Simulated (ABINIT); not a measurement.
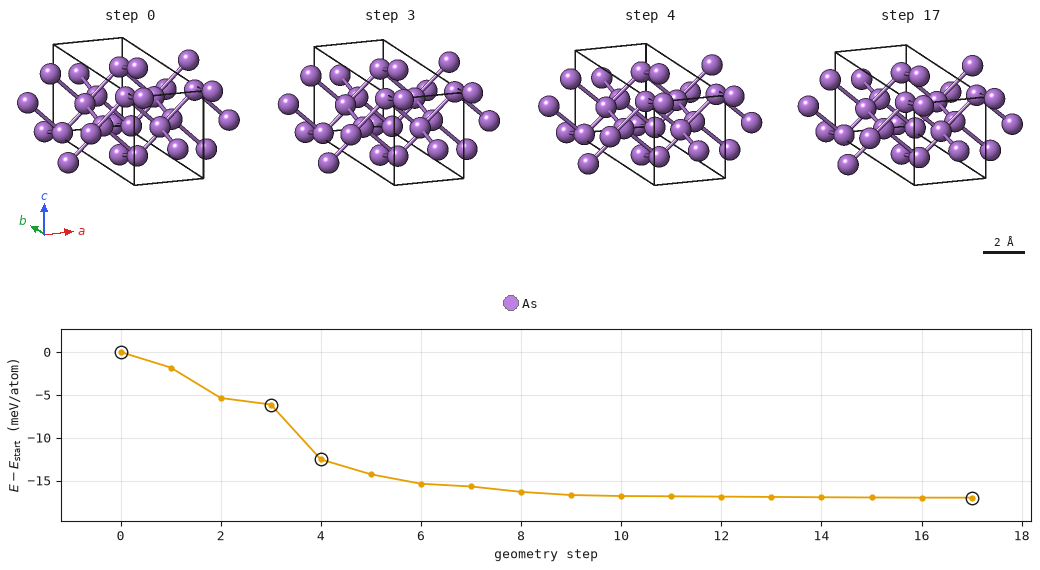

Frames of a relaxation of crystalline As (set up in Cmce), marked on the history of the run. A ball-and-stick model of the conventional cell (2 times the calculation's cell), seen slightly off an axis. Lengths and directions refer to the drawn axes.

The run lets cell and atoms move.

These are results of Kohn-Sham DFT of a periodic cell, LDA, spin-orbit coupling, JTH PAW LDA v2.0 sp in ABINIT, not measurements.

The input:
```
# Pseudopotentials
pp_dirpath "./"
pseudos "As.LDA_PW-JTH_sp.xml"

# Structure
acell 3*1.0 Angstrom
rprim
     1.8250000000    -5.5000000000     0.0000000000
     1.8250000000     5.5000000000     0.0000000000
     0.0000000000     0.0000000000     4.4700000000
ntypat 1
znucl 33
natom 4
typat 1 1 1 1
chkprim 0
chksymtnons 0
tolsym 1.0e-6
xred
   0.3900000000   0.6100000000   0.5600000000
   0.8900000000   0.1100000000   0.9400000000
   0.6100000000   0.3900000000   0.4400000000
   0.1100000000   0.8900000000   0.0600000000

# Plane-wave basis
ecut 15.0
pawecutdg 30.0
ecutsm 0.5

# k points
kptopt 4
ngkpt 6 6 4
nshiftk 1
shiftk 0.0 0.0 0.0

# Exchange and correlation
ixc 7

# Bands and occupations
nband 28
occopt 3
tsmear 0.00183747

# Spin
nspinor 2
nspden 1
pawspnorb 1

# SCF cycle
nstep 80
tolvrs 1.0e-10

# Output
iomode 3
prteig 0
prtebands 0
prtwf 0
prtden 0

# Relaxation
ionmov 2
optcell 2
ntime 50
tolmxf 2.0e-5
dilatmx 1.08
```

Command:
```bash
abinit run.abi > log 2>&1
```

**Describe the path.**

The run was cut off at its time limit before the relaxation converged, so the last structure is only a point on the way. The largest moves relative to the cell, 0.048 Å, are those of As atoms. Cell: a 3.650 → 3.761 Å (+3.1 %), b 11.000 → 10.773 Å (−2.1 %), c 4.470 → 4.138 Å (−7.4 %). Volume −6.6 %. Some distances before and after: As–As 2.479 → 2.462 Å, As–As 2.493 → 2.502 Å. Bond angles that change, for instance: As–As–As 94.1° → 97.5°, As–As–As 98.5° → 96.4°. The space group stays Cmce (No. 64). The energy falls by 17.0 meV per atom in 17 geometry steps. Largest force component: 0.15 eV/Å at the start, 0.0047 eV/Å at the end. The pressure goes from −1.69 to −0.03 GPa. From step 0 to 3: volume −2.8 %, energy −6.1 meV per atom. From step 3 to 4: As atoms move most (0.02 Å), volume −2.9 %, energy −6.4 meV per atom. From step 4 to 17: As atoms move most (0.03 Å), volume −1.0 %, energy −4.5 meV per atom.
